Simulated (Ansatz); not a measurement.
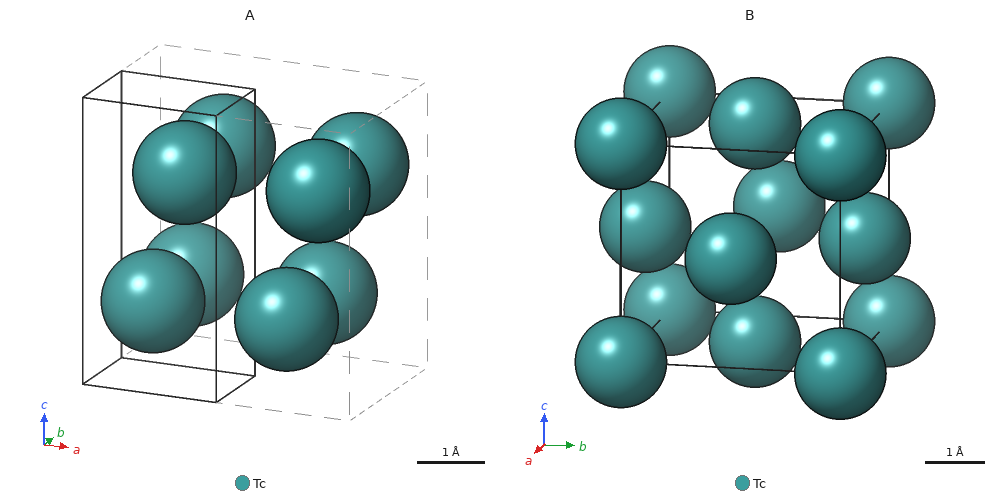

Two structures of Tc, each relaxed (cell and atoms) at zero pressure; conventional cells in solid outline, small ones repeated, each panel with its own scale. Alike in all runs: Ansatz 0.2.0; functional PBEsol; potentials all-electron LAPW, scalar-relativistic; basis error allowed 0.001 eV/atom; occupations fermi-dirac, width 0.05 eV; no spin polarisation; no spin-orbit coupling. The k meshes have like spacings.

Name the structure in each panel.

A: hexagonal close-packed (Mg type), P6₃/mmc; B: face-centred cubic (Cu type), Fm-3m.

Which of these is lowest in energy, and how far above it do the others lie?

A, then B (+77 meV/atom), static energies at zero smearing.

Collect the results in a table.

| panel | space group | E − E(lowest) (meV/atom) | volume (Å³/atom) |
| --- | --- | --- | --- |
| A | P6₃/mmc | 0 | 14.0 |
| B | Fm-3m | 77 | 14.1 |

The starts are database entries or structure types tried for this composition, and the most stable form need not be among them.
